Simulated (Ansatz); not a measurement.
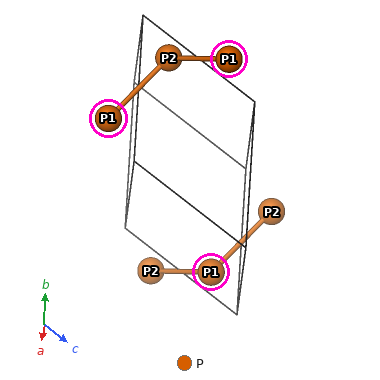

The system is P (Imma, No. 74; 2 atoms in the cell); the picture shows the reference structure. Atom P1 is moved over a plane while all other atoms and the cell stay fixed (its periodic images move with it) (x along [1 0 0], y along [0 1 0], z along [0 0 1] of the conventional cell). Coordinates scanned: (1) shift of P1 along the Cartesian direction [1 1 0]; (2) shift of P1 along z. The grid has 5 × 5 points; 11 points were computed and 8 follow by symmetry. At 6 points there is no value. Points are written as (first, second). Energies: eV per cell, counted from the lowest grid point. The reference cell is the one listed in the database, not relaxed at this level. Method: DFT PBEsol, scalar-relativistic, plane waves, PAW in Ansatz. Settings: cutoff 420 eV, k-mesh 18×18×18, gaussian smearing 0.15 eV, no spin polarisation.

Its coordinates:

```xyz
2
Lattice="-1.6915 2.5152 1.8589 1.6915 -2.5152 1.8589 1.6915 2.5152 -1.8589" Properties=species:S:1:pos:R:3 pbc="T T T"
P     0.0000    3.7727    0.1982
P     1.6915   -1.2576    1.6607
```

Range: shift of P1 along the Cartesian direction [1 1 0] from −0.6 to 0.6 Å; shift of P1 along z from −0.6 to 0.6 Å.

> What will the energy surface look like?

The lowest grid point is at (0.0 Å, 0.0 Å). The highest grid point, (−0.6 Å, 0.6 Å), lies 5.44 eV above the lowest.

| second ↓, first → | −0.6 | −0.3 | 0.0 | 0.3 | 0.6 |
| --- | --- | --- | --- | --- | --- |
| 0.6 | 5.44 | 3.11 | 2.34 | 3.11 | 5.44 |
| 0.3 | 2.30 | – | – | – | 2.30 |
| 0.0 | 0.88 | 0.21 | 0.00 | 0.21 | 0.88 |
| −0.3 | 0.44 | – | – | – | 0.44 |
| −0.6 | 0.52 | 0.09 | 0.06 | 0.09 | 0.52 |

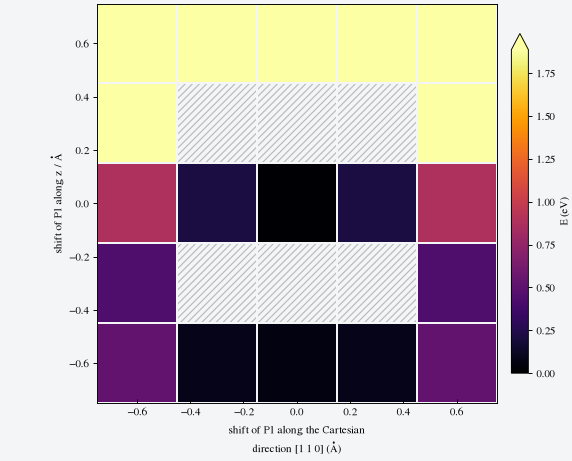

In the figure: one coloured cell a grid point, one colour for all values above the top of the scale, hatched blanks where no value was computed.
